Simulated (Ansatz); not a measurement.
# Calculations on GePt

## 1. Relaxation

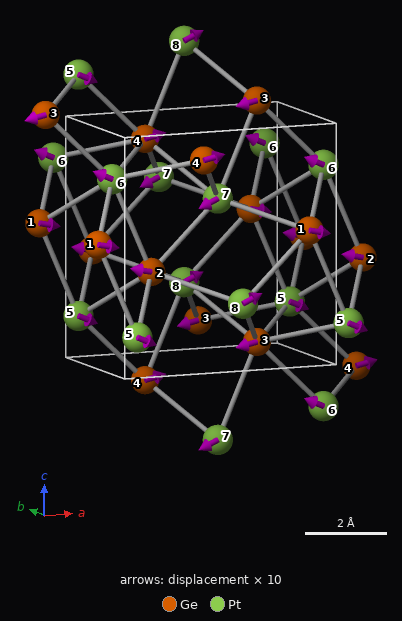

This is a relaxation of a crystal of GePt (set up in Pnma). The starting structure is drawn; purple arrows show the displacements, 10 times their true length.

Style: ball-and-stick. Shown: the cell of the calculation, slightly off an axis.

Level of theory: Ansatz 0.2.0, DFT PBEsol, scalar-relativistic, plane waves, PAW.

The input:
```yaml
crystal:
  lattice:
    - [5.732, 0.0, 0.0]
    - [0.0, 3.701, 0.0]
    - [0.0, 0.0, 6.088]
  atoms:
    - { symbol: Ge, position: [0.805, 0.75, 0.59] }
    - { symbol: Ge, position: [0.195, 0.25, 0.41] }
    - { symbol: Ge, position: [0.695, 0.25, 0.09] }
    - { symbol: Ge, position: [0.305, 0.75, 0.91] }
    - { symbol: Pt, position: [0.99, 0.75, 0.195] }
    - { symbol: Pt, position: [0.01, 0.25, 0.805] }
    - { symbol: Pt, position: [0.51, 0.25, 0.695] }
    - { symbol: Pt, position: [0.49, 0.75, 0.305] }
basis:
  ecutwfc: 420
kpoints:
  mp_grid: { grid: [6, 10, 6] }
hamiltonian:
  xc: pbesol
scf:
  occupations: { method: gaussian, width: 0.1 }
output:
  forces: true
  stress: true
  eigenvalues: true
  write_density: true
  write_potential: true
  elf: true
  volumetric_format: npy
relax:
  adjacent_minimum: "off"
  f_tol: 0.005
  max_steps: 80
  cell: { stress_tol: 0.05 }
```

Run as
```bash
ansatz run input.yaml --threads 2 --pin off --max-ram 5120MiB --backend cpu --events-out ev --progress --plain --runs-dir out
```

### What did the optimiser do to the structure, and how much energy did it gain?

The largest moves relative to the cell, 0.060 Å, are those of Ge1, Ge2, Ge3 and Ge4. Ge1 goes roughly along [3 0 −1]. Largest moves by element: Ge 0.060 Å, Pt 0.058 Å. Cell: a 5.732 → 5.741 Å (+0.2 %), b 3.701 → 3.700 Å (0.0 %), c 6.088 → 6.092 Å (+0.1 %). Volume +0.2 %. Near-neighbour distances that change, for instance: Ge1–Pt7 2.587 → 2.660 Å, Ge1–Pt6 2.553 → 2.524 Å, Ge1–Pt8 2.504 → 2.486 Å, Ge1–Pt5 2.628 → 2.639 Å. Bond angles that change, for instance: Ge1–Pt6–Ge4 161.1° → 157.3°, Pt5–Ge3–Pt5 91.3° → 88.1°, Ge4–Pt6–Ge4 91.3° → 88.1°. The space group stays Pnma (No. 62). After 5 accepted moves (6 points after the start) the energy has fallen by 8.6 meV per atom. The largest force component goes from 0.36 to 0.00085 eV/Å. The pressure goes from 0.92 to 0.00 GPa. The SCF was repeated once at an unchanged geometry on a basis and grid sized afresh for the cell, which shifted the energy by less than 0.05 meV per atom at most. The run took 3.1 min on 2 threads of AMD EPYC 7R43 64-Core Processor (Zen 3), with other jobs on the host, peak memory 0.99 GiB.

## 2. Relaxation

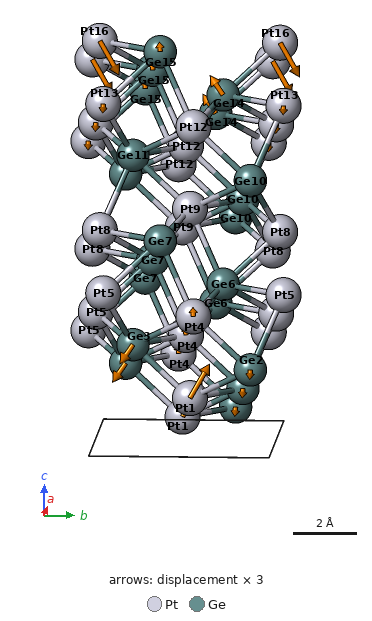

This is a relaxation of a slab of composition GePt (cut from the Pnma phase). The starting structure is drawn; orange arrows show the displacements, 3 times their true length.

The picture is a ball-and-stick view of the 2 × 1 repeat of the cell, outlined in the plane, without the vacuum (origin shifted), seen from a free direction.

Case: (0 0 1) slab, atoms relaxed. The slab is the (0 0 1) face of GePt.

The calculation used DFT PBEsol, scalar-relativistic, plane waves, PAW (Ansatz).

The input:
```yaml
crystal:
  lattice:
    - [3.7003360132, 0.0, 0.0]
    - [0.0, 5.7406004657, 0.0]
    - [0.0, 0.0, 26.4679113622]
  atoms:
    - { symbol: Pt, position: [0.75, 0.0007565306, 0.2833619887] }
    - { symbol: Ge, position: [0.25, 0.3151594244, 0.3071021562] }
    - { symbol: Ge, position: [0.75, 0.6848405756, 0.3476247379] }
    - { symbol: Pt, position: [0.25, 0.9992434694, 0.3713649054] }
    - { symbol: Pt, position: [0.25, 0.4992434694, 0.398453024] }
    - { symbol: Ge, position: [0.75, 0.1848405756, 0.4221931915] }
    - { symbol: Ge, position: [0.25, 0.8151594244, 0.4627157732] }
    - { symbol: Pt, position: [0.75, 0.5007565306, 0.4864559407] }
    - { symbol: Pt, position: [0.75, 0.0007565306, 0.5135440593] }
    - { symbol: Ge, position: [0.25, 0.3151594244, 0.5372842268] }
    - { symbol: Ge, position: [0.75, 0.6848405756, 0.5778068085] }
    - { symbol: Pt, position: [0.25, 0.9992434694, 0.601546976] }
    - { symbol: Pt, position: [0.25, 0.4992434694, 0.6286350946] }
    - { symbol: Ge, position: [0.75, 0.1848405756, 0.6523752621] }
    - { symbol: Ge, position: [0.25, 0.8151594244, 0.6928978438] }
    - { symbol: Pt, position: [0.75, 0.5007565306, 0.7166380113] }
basis:
  ecutwfc: 420
kpoints:
  mp_grid: { grid: [9, 6, 1] }
hamiltonian:
  xc: pbesol
scf:
  occupations: { method: gaussian, width: 0.1 }
output:
  forces: true
  eigenvalues: true
  write_density: true
  write_potential: true
  elf: true
  volumetric_format: npy
relax:
  adjacent_minimum: "off"
  f_tol: 0.02
  max_steps: 60
efield:
  axis: 3
  dipole_correction: true
  ramp_width: 0.04
```

Command:
```bash
ansatz run input.yaml --threads 2 --pin off --max-ram 5120MiB --backend cpu --events-out ev --progress --plain --runs-dir out
```

> Describe the change and its energy.

The largest moves relative to the layer's centre, 0.43 Å, are those of Pt1 and Pt16. Pt1 goes at 29° to the normal (+c side). Largest moves by element: Pt 0.43 Å, Ge 0.26 Å. The lattice vectors keep their values. Among the contacts that change: Ge15–Pt16 2.660 → 2.441 Å, Ge3–Pt4 2.660 → 2.845 Å, Ge2–Pt4 2.486 → 2.635 Å, Ge10–Pt13 2.639 → 2.548 Å. Bond angles that change, for instance: Ge2–Pt1–Ge3 109.5° → 123.4°, Pt1–Ge2–Pt5 119.2° → 108.1°, Pt4–Ge3–Pt5 132.1° → 121.6°. After 6 geometry steps the energy has fallen by 1.202 eV per cell of the calculation. The largest force component goes from 1.9 to 0.004 eV/Å. The run took 14 min on 2 threads of AMD EPYC 7R43 64-Core Processor (Zen 3), on a shared host, peak memory 2.1 GiB.

## 3. A change

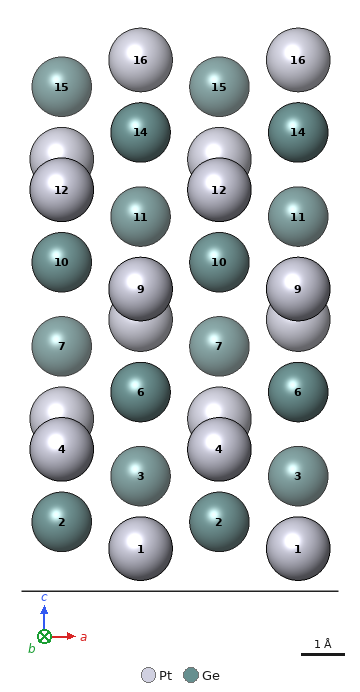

The starting point is a (0 0 1) slab of GePt as cut from the relaxed bulk. A spheres-only model of the 2 × 1 repeat of the cell, outlined in the plane, without the vacuum, seen along the b axis.

Computed with DFT PBEsol, scalar-relativistic, plane waves, PAW (Ansatz). (plane-wave cutoff 420 eV; occupations gaussian; smearing width 0.1 eV; no spin polarisation) The k-mesh is chosen for each cell (9×6×6, 9×6×1).

Change: The atoms of the slab are relaxed at the bulk's in-plane cell.

Question: What does the calculation give for the changed structure?

Answer: The surface energy (mean of the two faces) falls from 2.26 to 1.81 J/m². The top spacing, between the Pt and Ge planes, goes from 0.63 to 0.14 Å (−76.9 %), the bottom one (Pt to Ge) from 0.63 to 0.14 Å (−76.9 %). The cell doesn't change. The largest moves relative to the layer's centre, 0.43 Å, are those of Pt atoms. By element the largest moves are Pt 0.43 Å, Ge 0.26 Å. Among the bonded contacts that change: Ge–Pt 2.660 → 2.441 to 2.845 Å, Ge–Pt 2.486 → 2.437 to 2.635 Å, Ge–Pt 2.639 → 2.548 to 2.685 Å, Ge–Pt 2.524 → 2.477 to 2.555 Å.

The changed structure in the same view:

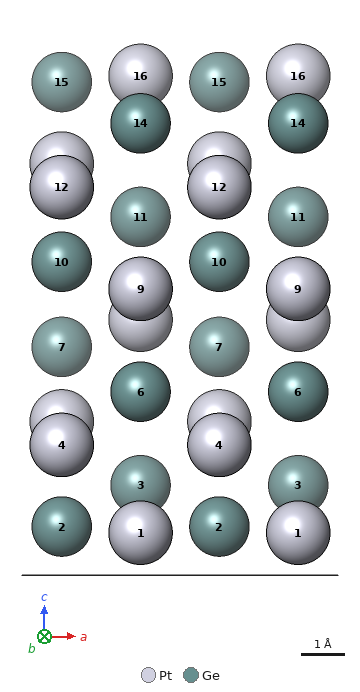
